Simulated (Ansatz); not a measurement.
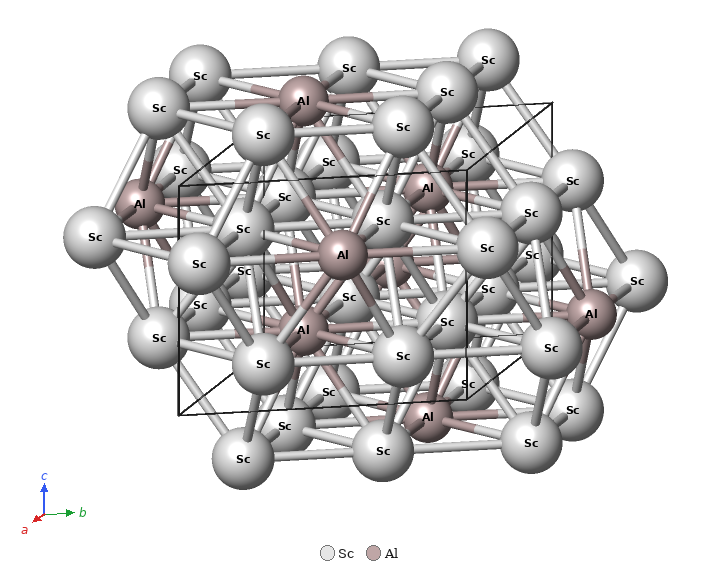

This ball-and-stick model is shown slightly off an axis. The wireframe shows the conventional unit cell. Periodic images bonded to atoms of the box are shown as well. Cell: a = 6.24 Å, b = 6.24 Å, c = 4.98 Å, α = 90.00°, β = 90.00°, γ = 120.00°.

The initial geometry was a structure listed in the Materials Project. Earlier steps of the study, as a rule a relaxation of our own, may have changed the cell and positions, so they can lie some per cent off the listed ones. It was run through Ansatz as a DFT input.

### State composition, symmetry and coordination.

Its composition is Sc3Al. It is primitive hexagonal, space group P6_3/mmc (No. 194). Counting shared atoms by their share gives 6 Sc, 2 Al, or 8 atoms. The Sc atoms are each bonded to eight Sc and four Al in a distorted anticuboctahedral arrangement (about 3.0 to 3.2 Å to Sc, 3.0 to 3.1 Å to Al). Al is linked to twelve Sc in an anticuboctahedral arrangement at about 3.0 to 3.1 Å. The bonds build a three-dimensional framework.

Setup: DFT PBEsol, scalar-relativistic, plane waves, PAW in Ansatz; a cutoff energy of 420 eV, a 6×6×8 mesh of k-points, Gaussian smearing of 0.1 eV, no spin polarisation.

### What is the band gap, if any?

A metal: bands cross the Fermi level.

### List the Bader charges.

Sc +0.70 e; Al -2.09 e.

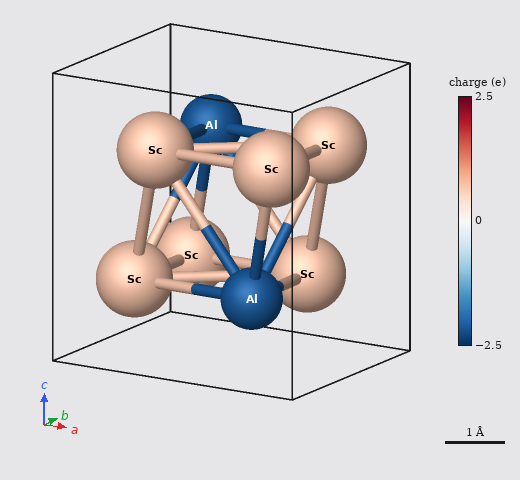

The atoms coloured by those charges. The run's cell of 8 atoms is drawn.

### Is the structure relaxed at this level of theory?

Yes. All forces vanish to within 0.01 eV/Å. The pressure is 0.0 GPa, close to zero.
